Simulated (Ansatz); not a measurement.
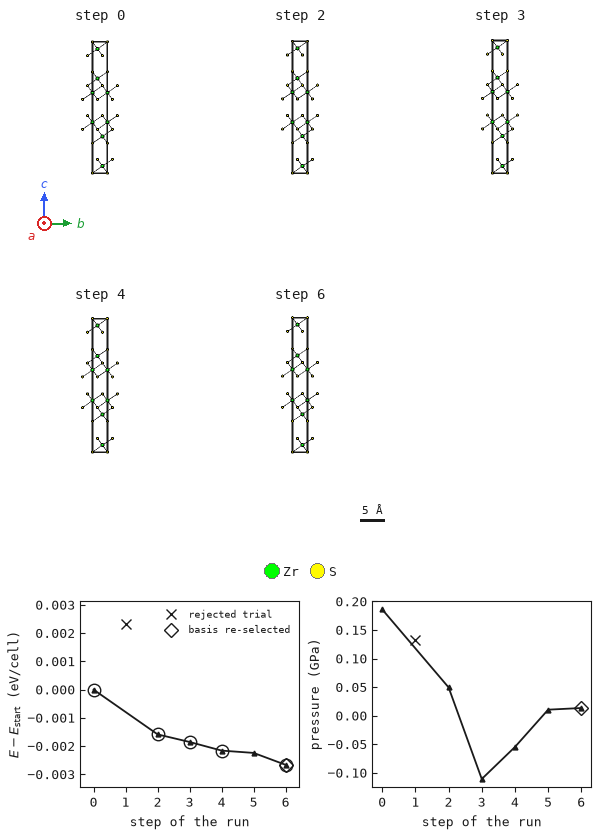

Frames of a relaxation of a crystal of Zr$_{2}$S$_{3}$ (built on the tetradymite_166 type), marked on the history of the run. The picture is a ball-and-stick view of the conventional cell (3 times the calculation's cell), seen along the a axis. Lengths and directions refer to the drawn axes.

Case: tetradymite type (R-3m, No. 166).

Computed with DFT PBE, scalar-relativistic, plane waves, PAW (Ansatz 0.2.0).

The input:
```yaml
crystal:
  lattice:
    - [1.8462610323, 1.065939304, 9.369271279]
    - [-1.8462610323, 1.065939304, 9.369271279]
    - [0.0, -2.131878608, 9.369271279]
  atoms:
    - { symbol: Zr, position: [0.3871503887, 0.3871503887, 0.3871503887] }
    - { symbol: Zr, position: [0.6128496113, 0.6128496113, 0.6128496113] }
    - { symbol: S, position: [0.0, 0.0, 0.0] }
    - { symbol: S, position: [0.2285796941, 0.2285796941, 0.2285796941] }
    - { symbol: S, position: [0.7714203059, 0.7714203059, 0.7714203059] }
basis:
  ecutwfc: 420
kpoints:
  mp_grid: { grid: [12, 12, 12] }
hamiltonian:
  xc: pbe
scf:
  occupations: { method: gaussian, width: 0.1 }
output:
  forces: true
  stress: true
  eigenvalues: true
relax:
  adjacent_minimum: "off"
  f_tol: 0.01
  max_steps: 80
  cell: { stress_tol: 0.05 }
```

Run as
```bash
ansatz run input.yaml --threads 1 --pin off --max-ram 2560MiB --backend cpu --events-out ev --progress --plain --runs-dir out
```

**What happens along the run?**

The largest moves relative to the cell, 0.085 Å, are those of S4 and S5. S4 goes along +c. Largest moves by element: S 0.085 Å, Zr 0.046 Å. The volume changes by +3.0 %, with a = b 3.693 → 3.702 Å (+0.3 %), c 28.108 → 28.800 Å (+2.5 %). The space group stays R-3m (No. 166). Over 4 accepted moves (6 points after the start) the energy falls by 2.7 meV per cell of the calculation. The largest force component goes from 0.045 to 0.0075 eV/Å. Pressure: 0.19 GPa at the start and 0.01 GPa at the end. The line search rejected the trial step at point 1 of the run. At 1 point the geometry stayed and the basis and grid were re-selected for the new cell (energy shift of 0.4 meV per cell of the calculation at most each time). From step 0 to 2: S atoms move most (0.03 Å), volume +1.0 %, energy −1.6 meV per cell of the calculation. From step 2 to 3: volume +0.6 %, energy −0.3 meV per cell of the calculation. From step 3 to 4: S atoms move most (0.02 Å), volume +0.7 %, energy −0.3 meV per cell of the calculation. From step 4 to 6: S atoms move most (0.02 Å), volume +0.6 %, energy −0.5 meV per cell of the calculation.
